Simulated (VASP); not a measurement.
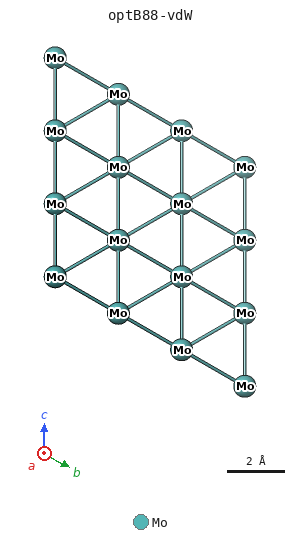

A crystal of Mo (set up in Im-3m), relaxed (cell and atoms) with several functionals. The picture shows the result with optB88-vdW. A ball-and-stick model of the cell of the calculation, repeated 1 × 3 × 3 with one cell outlined, seen along the a axis.

Computed with VASP 6.6.1: VASP PAW PBE potentials, recommended; VASP PAW LDA potentials, recommended (each functional with its own set). Settings: plane-wave cutoff 600 eV; k-point mesh 12 × 12 × 12; occupations fermi-dirac; smearing width 0.05 eV; no spin polarisation.

| functional | volume (Å³/atom) | a (Å) |
| --- | --- | --- |
| optB88-vdW | 15.809 | 2.738 |
| revPBE | 15.952 | 2.747 |
| SCAN | 15.579 | 2.725 |
| BLYP | 16.463 | 2.776 |
| AM05 | 15.272 | 2.707 |
| PBEsol | ? | ? |
| PW91 | 15.857 | 2.741 |
| vdW-DF-cx | 15.417 | 2.716 |
| rev-vdW-DF2 | 15.601 | 2.726 |
| RPBE | 16.016 | 2.750 |
| LDA | 15.127 | 2.698 |
| PBE | 15.801 | 2.738 |
| r2SCAN | 15.690 | 2.732 |

> Estimate the missing row from the others, and compare with the calculation.

With PBEsol the volume falls between AM05 (15.272) and vdW-DF-cx (15.417). The calculation gives 15.347 Å³/atom (a = 2.712 Å). In order of volume: LDA < AM05 < PBEsol < vdW-DF-cx < SCAN < rev-vdW-DF2 < r2SCAN < PBE < optB88-vdW < PW91 < revPBE < RPBE < BLYP; the spread is 8.8 %.
